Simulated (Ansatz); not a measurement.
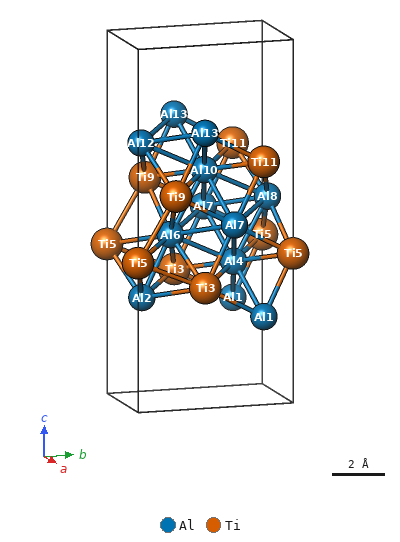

The structure as given in the input (ball-and-stick view of the cell of the calculation, with the vacuum cut short, seen slightly off an axis; atoms are numbered from 1 in the order of the input). An atom can appear more than once, as a periodic image.

## Single-point calculation, with input and output: Ti4Al9

Ti4Al9 (slab, 13 atoms in the cell), computed with DFT PBEsol, scalar-relativistic, plane waves, PAW, no spin polarisation (Ansatz 0.2.0).

The structure derives from an entry of the Crystallography Open Database. It belongs to a series of runs on one base structure; here: (1 1 0) slab cut from the bulk. Figures and captions count atoms from 1; the log counts them from 0 in places.

## Input
```yaml
crystal:
  lattice:
    - [3.9724249786, 0.0, 0.0]
    - [0.0, 6.3340202875, 0.0]
    - [0.0, 0.0, 22.4223014059]
  atoms:
    - { symbol: Al, position: [0.0, 0.8103778562, 0.3344884124] }
    - { symbol: Al, position: [0.5, 0.1233989978, 0.3631059885] }
    - { symbol: Ti, position: [0.0, 0.432749588, 0.391387989] }
    - { symbol: Al, position: [0.5, 0.7155667843, 0.4172442062] }
    - { symbol: Ti, position: [0.0, 0.9983839807, 0.4431004235] }
    - { symbol: Al, position: [0.5, 0.3077345708, 0.4713824239] }
    - { symbol: Al, position: [0.0, 0.6207557124, 0.5] }
    - { symbol: Al, position: [0.5, 0.933776854, 0.5286175761] }
    - { symbol: Ti, position: [0.0, 0.2431274442, 0.5568995765] }
    - { symbol: Al, position: [0.5, 0.5259446405, 0.5827557938] }
    - { symbol: Ti, position: [0.0, 0.8087618369, 0.608612011] }
    - { symbol: Al, position: [0.5, 0.118112427, 0.6368940115] }
    - { symbol: Al, position: [0.0, 0.4311335686, 0.6655115876] }
basis:
  ecutwfc: 420
kpoints:
  mp_grid: { grid: [9, 6, 1] }
hamiltonian:
  xc: pbesol
scf:
  occupations: { method: gaussian, width: 0.1 }
output:
  forces: true
  stress: true
  eigenvalues: true
  write_density: true
  write_potential: true
  elf: true
  volumetric_format: npy
efield:
  axis: 3
  dipole_correction: true
  ramp_width: 0.04
```

Hardware: 1 thread of Arm Neoverse V1, 24 GiB of memory available, shared host.

Launched with:
```bash
ansatz run input.yaml --threads 1 --pin off --max-ram 2560MiB --backend cpu --events-out ev --progress --plain --runs-dir out
```

## What the program printed
```
Engine: ansatz 0.2.0, aarch64-unknown-linux-gnu
Pseudopotentials: kind: paw
Pseudopotential: Al, paw, valence charge 3, recommended cutoff 420 eV (normal), Al.paw.azcp
Pseudopotential: Ti, paw, valence charge 12, recommended cutoff 420 eV (normal), Ti.paw.azcp
Functional definition: PBEsol
  exchange = pbesol_x
  correlation = pbesol_c
Crystal: 13 atoms, lattice volume = 564.177 Å³
Basis set: ecut = 420 eV, 11079 PW (Γ), exchange–correlation on 54×90×300 points (8 copies of the dense FFT grid, shifted against one another)
Bands: 51, of which v1, the nominal top of the filled ones, is band 38 counted from 1 (37 counted from 0)
Symmetry: 2 space group operations
k-points: 20 of 54 (time reversal used)
Non-local potential: Al, projectors of the file, l = 0: 2, l = 1: 2, l = 2: 1
Non-local potential: Ti, projectors of the file, l = 0: 3, l = 1: 2, l = 2: 3, l = 3: 1
PAW form: soft (Blöchl's): semilocal exchange-correlation on the pseudo side does not see the compensation charge
PAW frozen core: Al, regenerated for the run's functional, and the local potential with it (the file was generated under x = pbe(κ = 0.804, μ = 0.2195149727645171), c = pbe(β = 0.06672455060314922))
PAW frozen core: Ti, regenerated for the run's functional, and the local potential with it (the file was generated under x = pbe(κ = 0.804, μ = 0.2195149727645171), c = pbe(β = 0.06672455060314922))
PAW one-centre angular grid: Al, 110 points (default); XC on 64 Gauss nodes
PAW one-centre angular grid: Ti, 590 points (default); XC on 64 Gauss nodes
Initial density: superposition of atomic densities (neutral atoms: chi_scale 0, normalization atom), corrected by the library's trained network
Initial wavefunctions: pseudopotential atomic-orbital guess
Functional: x = pbesol(κ = 0.804, μ = 0.12345679012345678), c = pbesol(β = 0.046)
SCF iter   1: F=—  HF=-14615.314767 eV  |F-HF|=—  |Δ(HF+E_count)|=         —  Δρ=3.78e-3  dr2=1.44e-1  ethr=1.77e-3  p=-0.000 e·Å  D=-1.16e-11 V/Å  ΔV_dip=0.00 eV  dr2_dipole=7.39e-8  V_vac-E_F(+/−)=4.50/4.50 eV  ⟨swp⟩=9.1  Hψ=5191  notcnv=0
efield: sawtooth ramp at fractional position 0.9800 (placed from the atoms, in the widest stretch of the axis that holds none; the zero of the levels goes with the place), width 0.0400; the density the first Hamiltonian is built on has a dipole p = -0.000 e·Å; the dipole correction subtracts the counter field D = -1.16e-11 V/Å, which shifts the + side's vacuum level by +0.00 eV against the − side's; the planar-averaged density in the ramp window peaks in size at 8.7e-6 e/Å³
preconditioner: auto → LDOS  [metal: Δε(μ)=0.038 eV  Ē_g=4.329 eV  σ=0.100 eV  W_gap=0.21  n_scr=64 (ndim 8)  ℏωp=10.3 eV  f_vac=0.515  D(μ)=8.64/eV (n_scr^D=34)  β→1.0]
SCF iter   2: F=—  HF=-14615.311167 eV  |F-HF|=—  |Δ(HF+E_count)|=   3.60e-3  Δρ=1.88e-3  dr2=1.82e-2  ethr=1.92e-4  p=0.000 e·Å  D=6.73e-6 V/Å  ΔV_dip=-0.00 eV  dr2_dipole=2.30e-7  V_vac-E_F(+/−)=4.50/4.50 eV  ⟨swp⟩=3.0  Hψ=2173  notcnv=0  defer=98
SCF iter   3: F=—  HF=-14615.306915 eV  |F-HF|=—  |Δ(HF+E_count)|=   4.25e-3  Δρ=6.11e-4  dr2=4.09e-3  ethr=2.42e-5  p=0.000 e·Å  D=4.32e-6 V/Å  ΔV_dip=-0.00 eV  dr2_dipole=3.89e-10  V_vac-E_F(+/−)=4.49/4.49 eV  ⟨swp⟩=2.2  Hψ=1864  notcnv=0  defer=98
SCF iter   4: F=—  HF=-14615.306576 eV  |F-HF|=—  |Δ(HF+E_count)|=   3.40e-4  Δρ=1.72e-4  dr2=2.22e-4  ethr=5.46e-6  p=0.000 e·Å  D=1.68e-6 V/Å  ΔV_dip=-0.00 eV  dr2_dipole=1.23e-10  V_vac-E_F(+/−)=4.50/4.50 eV  ⟨swp⟩=3.4  Hψ=1853  notcnv=0  defer=98
SCF iter   5: F=—  HF=-14615.306566 eV  |F-HF|=—  |Δ(HF+E_count)|=   9.82e-6  Δρ=3.98e-5  dr2=1.70e-5  ethr=2.95e-7  p=0.000 e·Å  D=7.93e-7 V/Å  ΔV_dip=-0.00 eV  dr2_dipole=1.37e-10  V_vac-E_F(+/−)=4.50/4.50 eV  ⟨swp⟩=2.2  Hψ=1597  notcnv=0  defer=98
SCF iter   6: F=—  HF=-14615.306666 eV  |F-HF|=—  |Δ(HF+E_count)|=   9.99e-5  Δρ=1.35e-5  dr2=1.59e-6  ethr=2.27e-8  p=0.000 e·Å  D=2.79e-7 V/Å  ΔV_dip=-0.00 eV  dr2_dipole=9.02e-11  V_vac-E_F(+/−)=4.50/4.50 eV  ⟨swp⟩=2.1  Hψ=1404  notcnv=0  defer=94
SCF iter   7: F=—  HF=-14615.306666 eV  |F-HF|=—  |Δ(HF+E_count)|=   3.49e-7  Δρ=3.86e-6  dr2=1.84e-7  ethr=2.12e-9  p=0.000 e·Å  D=1.45e-7 V/Å  ΔV_dip=-0.00 eV  dr2_dipole=5.88e-12  V_vac-E_F(+/−)=4.50/4.50 eV  ⟨swp⟩=2.3  Hψ=1556  notcnv=0  defer=94
SCF iter   8: F=-14615.306666 eV  HF=-14615.306666 eV  |F-HF|=1.58e-8  |Δ(HF+E_count)|=   9.09e-8  Δρ=1.06e-6  dr2=1.71e-8  ethr=1.33e-10  p=0.000 e·Å  D=7.09e-8 V/Å  ΔV_dip=-0.00 eV  dr2_dipole=3.18e-12  V_vac-E_F(+/−)=4.50/4.50 eV  ⟨swp⟩=22.2  Hψ=8527  notcnv=0
SCF 1 converged in 8 iterations: F = -14615.306666 eV  dr2 = 1.71e-8
  greatest PAW one-centre occupation: 0.999 electrons in one spin orbital (limit 2), on the Ti atom at site 8 (counted from 0), in its partial waves of l = 0
WARN: The output density's exchange-correlation potential varies sharply where the density is thin. Do not read a vacuum level from v_tot or v_xc, or from such a field of the output density. On a cell that repeats whose density bears no net charge and no dipole along the vacuum's axis use v_es (v_loc + v_h of the components); under efield.dipole_correction with no amplitude use v_es + v_field, which holds any external_charges[].barrier, or the levels of the report's work_function block, which leave it out; under a non-zero efield.amplitude the vacuum is tilted and has no level; on a cell that repeats and bears such a dipole with no correction it is tilted too, and efield.dipole_correction with no amplitude gives each side of its ramp a level where efield: is served; in a cell that repeats whose density bears a net charge (total_charge, or a fill off its count) it is curved and has none; of a slab under crystal.periodic whose density bears no net charge use v_es, which has a level on each side, short of where the two are joined; of another it falls or rises all the way out and has none; of a slab beside external_charges read slab_vacuum_level instead, which it has where they leave it neutral. The grid or the basis barely resolves most such structure, and the values can differ between equally converged runs; as a rule a tighter scf.convergence.dr2_threshold does not remove it. Where the density itself ripples (under the LDA too) a higher basis.ecutwfc lessens it. The files hold the spikes' plane waves up to the density's cutoff. Files: v_tot_of_output_density and the like, and their columns of v_z.tsv (output.write_potential); v_xc_of_output_density and the like, and their columns of v_comp_z.tsv (output.write_potential_components). Measured: with its Gaussian average of σ = 0.25 Å subtracted twice, the exchange-correlation potential is over 0.1 eV at 18 of the grid points where the equally averaged density (valence and model cores) is under 1e-3 e/Å³, and 0.241 eV at the most among them, at an averaged density of 1.8e-8 e/Å³. See output.write_potential in the manual, Limitations
SCF converged after 8 iterations
Free energy (F): -14615.306666 eV
Harris-Foulkes:  -14615.306666 eV  (|F-HF|=1.58e-8)
Internal energy: -14615.261400 eV  (E = F + TS)
E sigma→0 (E₀):  -14615.284033 eV
Entropy (-TS):   -0.045266 eV (-3.482 meV/atom)
Fermi energy:    0.901289 eV
Dipole field:    D = -0.000001 V/Å  (p = -0.000004 e·Å, saw-weighted, corrected)
Work function:   Φ+ = 4.5001 eV   Φ− = 4.5001 eV
Levels:          The Fermi level and band energies are counted from a zero that moves with the ramp; work functions are not
--- Per-component energies (eV) ---
  E_band       = -1306.901425
  E_kinetic    = 1289.912565
  E_local      = -37733.935039  (includes V_loc(G=0)·N_el)
  E_nonlocal   = 137.959161
  E_hartree    = 18229.189620
  E_xc         = -735.666519
  E_vxc        = -740.698075  (∫ρ·V_xc dr)
  E_paw        = -8185.653413  (= ΣΔE_a)
  E_vpaw       = -718.541378  (= ΣTr[D̂ρ^β])
  E_aug_tail   = 0.000440  (compensation charges beyond the density's cutoff)
  E_efield     = 0.000000  (sawtooth field / dipole correction)
  E_vefield    = 0.000000  (∫n·V_field dr)
  E_ewald      = 12382.201995
  E_core_change = 0.729788  (= ΣΔE_core)
  E_smearing   = -0.045266  (= −TS)
  E_closure    = 0.000000  (closes the sum)
  Σ components = -14615.306666   (vs F -14615.306666, Δ=0.00e0)
--- Forces (eV/Å), atoms counted from 1 ---
  atom   1  Al     0.00000000     0.22621804    -0.06591950
  atom   2  Al     0.00000000     0.02231271     0.08804350
  atom   3  Ti     0.00000000    -0.65531147    -0.04532889
  atom   4  Al     0.00000000    -0.08133654    -0.40409193
  atom   5  Ti     0.00000000     0.48589931     0.58534650
  atom   6  Al     0.00000000     0.16187852    -0.17213943
  atom   7  Al     0.00000000    -0.00000044     0.00000071
  atom   8  Al     0.00000000    -0.16187856     0.17214094
  atom   9  Ti     0.00000000    -0.48589984    -0.58534615
  atom  10  Al     0.00000000     0.08133742     0.40409198
  atom  11  Ti     0.00000000     0.65531142     0.04532834
  atom  12  Al     0.00000000    -0.02231342    -0.08804362
  atom  13  Al     0.00000000    -0.22621858     0.06591953
  max |Σ_I F_I| component: 1.99e-6 eV/Å
--- Stress (GPa, compression-positive) ---
       -1.203603      -0.000000      -0.000000
       -0.000000      -2.128202       0.065318
       -0.000000       0.065318       0.112570
  P = ⅓ Tr σ = -1.0731 GPa (-10.731 kbar)
--- Band table (eV; the first three rows and the last of 20) ---
  k-point 0: bands = ["-55.6877", "-55.6876", "-55.4644", "-55.4492", "-32.1922", "-32.1914", "-32.0540", "-32.0538", "-32.0120", "-32.0086", "-31.9440", "-31.9276", "-31.8904", "-31.8009", "-31.7898", "-31.7494", "-8.6546", "-7.1919", "-5.8856", "-4.8942", "-4.8827", "-3.8427", "-3.3404", "-2.9865", "-2.0275", "-1.3923", "-1.3479", "-0.7486", "-0.6715", "-0.3018", "-0.1915", "-0.1480", "0.0015", "0.3026", "0.3164", "0.4131", "0.6083", "1.0119", "1.0629", "1.4997", "1.7665", "1.8903", "1.9104", "2.0021", "2.0528", "2.2019", "2.3806", "2.4855", "2.8822", "3.2938", "3.3290"]
  k-point 1: bands = ["-55.6876", "-55.6876", "-55.4644", "-55.4492", "-32.1922", "-32.1916", "-32.0540", "-32.0538", "-32.0106", "-32.0068", "-31.9441", "-31.9276", "-31.8908", "-31.8022", "-31.7911", "-31.7495", "-8.5598", "-7.1221", "-6.0946", "-5.5830", "-4.2692", "-3.9480", "-3.4796", "-2.6834", "-1.8418", "-1.5755", "-1.0067", "-0.8050", "-0.6422", "-0.2494", "-0.1641", "-0.0073", "0.0049", "0.1824", "0.2560", "0.5213", "0.6548", "0.9973", "1.1540", "1.2678", "1.4047", "1.8728", "1.9417", "1.9751", "2.1033", "2.3408", "2.5246", "2.5481", "2.8607", "3.3219", "3.4544"]
  k-point 2: bands = ["-55.6876", "-55.6876", "-55.4644", "-55.4493", "-32.1923", "-32.1919", "-32.0539", "-32.0537", "-32.0075", "-32.0032", "-31.9442", "-31.9277", "-31.8916", "-31.8051", "-31.7936", "-31.7498", "-8.2970", "-7.1023", "-6.5195", "-5.8570", "-4.6004", "-4.0679", "-2.9499", "-2.2389", "-2.0009", "-1.1881", "-0.8838", "-0.6741", "-0.4202", "-0.3015", "-0.1619", "-0.0161", "-0.0034", "0.1729", "0.2338", "0.6255", "0.7591", "0.9282", "1.0250", "1.1380", "1.3335", "1.7384", "1.7479", "1.9710", "2.0931", "2.5020", "2.6370", "2.7594", "2.8367", "3.4599", "3.7793"]
  k-point 19: bands = ["-55.6869", "-55.6869", "-55.4637", "-55.4486", "-32.1909", "-32.1906", "-32.0696", "-32.0694", "-32.0040", "-31.9998", "-31.9628", "-31.9449", "-31.8897", "-31.8050", "-31.7932", "-31.7486", "-6.4586", "-5.9037", "-5.2426", "-4.9703", "-4.8660", "-4.1716", "-3.6303", "-3.2867", "-3.1092", "-2.2779", "-1.9226", "-1.5319", "-1.0811", "-1.0618", "-0.5801", "-0.4540", "-0.4244", "-0.1748", "0.3108", "0.5509", "0.8898", "1.0047", "1.2535", "1.3515", "1.5148", "1.8600", "1.9767", "2.0407", "2.1967", "2.2231", "2.3877", "2.4520", "2.5978", "2.6872", "2.8867"]
```

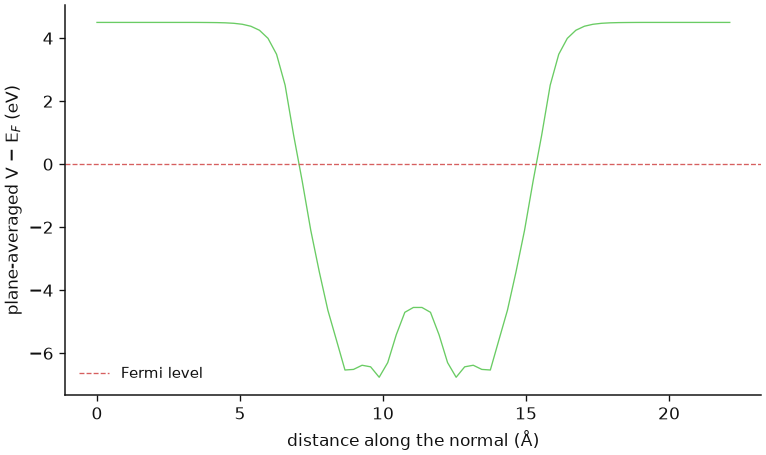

Plane average of the electrostatic potential energy of an electron across the cell, from the Fermi level. The vacuum level lies 4.50 eV above the Fermi level.

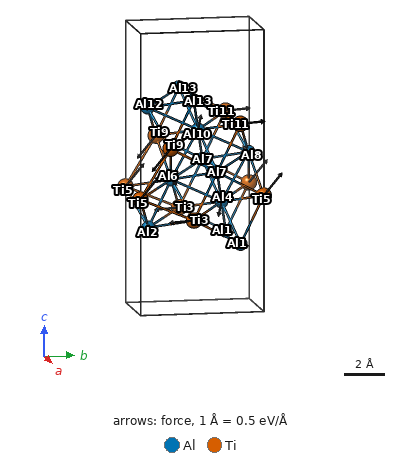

Forces on the atoms as black arrows (ball-and-stick view of the cell of the calculation, with the vacuum cut short, seen slightly off an axis; atoms are numbered from 1 in the order of the input). The largest act on Ti5, Ti9 (0.76 eV/Å); Ti3, Ti11 (0.66 eV/Å); Al4, Al10 (0.41 eV/Å); Al1, Al6, Al8, Al13 (0.24 eV/Å). The geometry is not a stationary point of this energy.

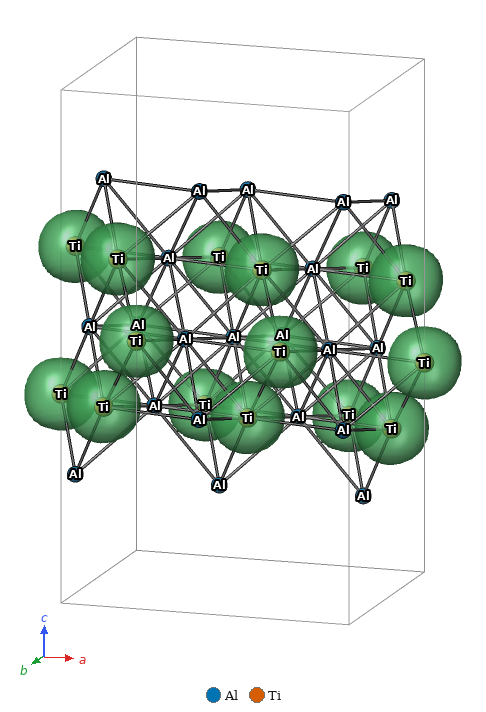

Isosurface of the valence pseudo-density at 0.4 e/Å³ (green), seen at an oblique angle. Sticks mark near contacts. At this value the density breaks into separate islands; it holds about 50 % of the electrons treated as valence (semicore included). It is pinched off along the Al–Al (2.69 Å), Ti–Al (2.71 Å), Ti–Ti (2.99 Å) and Al–Al (2.78 Å) contacts. On the grid the lowest density along these lines, outside the cores, is 0.24 e/Å³ (Al–Al, 2.69 Å), 0.23 e/Å³ (Ti–Al, 2.71 Å), 0.2 e/Å³ (Ti–Ti, 2.99 Å) and 0.23 e/Å³ (Al–Al, 2.78 Å). The fields are those of the smooth PAW valence density.

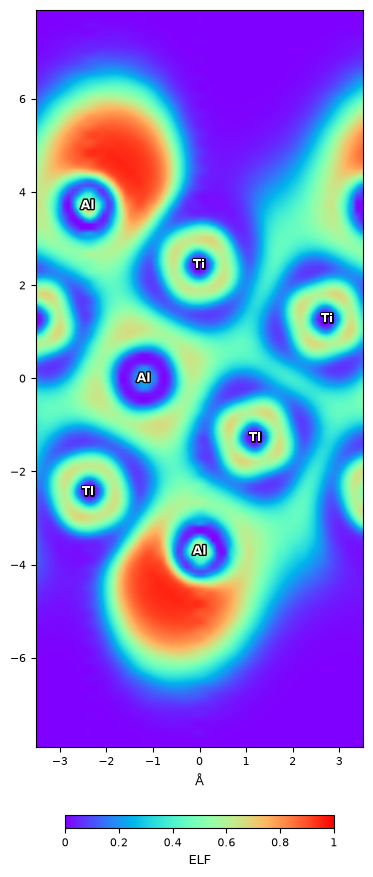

ELF on the (100) plane of the calculation cell, a cut from vacuum to vacuum. Ti–Al (2.71 Å): the ELF is about 0.45 at the midpoint, as expected for metallic bonding. Ti–Ti (2.99 Å): the ELF is about 0.40 at the midpoint, as expected for metallic bonding. The strong features right at Ti lie inside the PAW spheres (semicore, d or f shells) and say nothing about bonding.

## Summary

| quantity | value |
| --- | --- |
| outcome | converged |
| electrons treated | 75 |
| free energy | −14615.3067 eV |
| work function, top face | 4.50 eV |
| work function, bottom face | 4.50 eV |
| Fermi energy | 0.901 eV |
| gap on the k-point mesh | none (metallic) |
| work function (upper face) | 4.50 eV |
| largest force (length of the vector) | 0.761 eV/Å |
| wall time | 1.8 min |
| peak memory | 0.8 GiB |

## Notes

Warnings of the run: the exchange-correlation potential is rough where the density is thin.
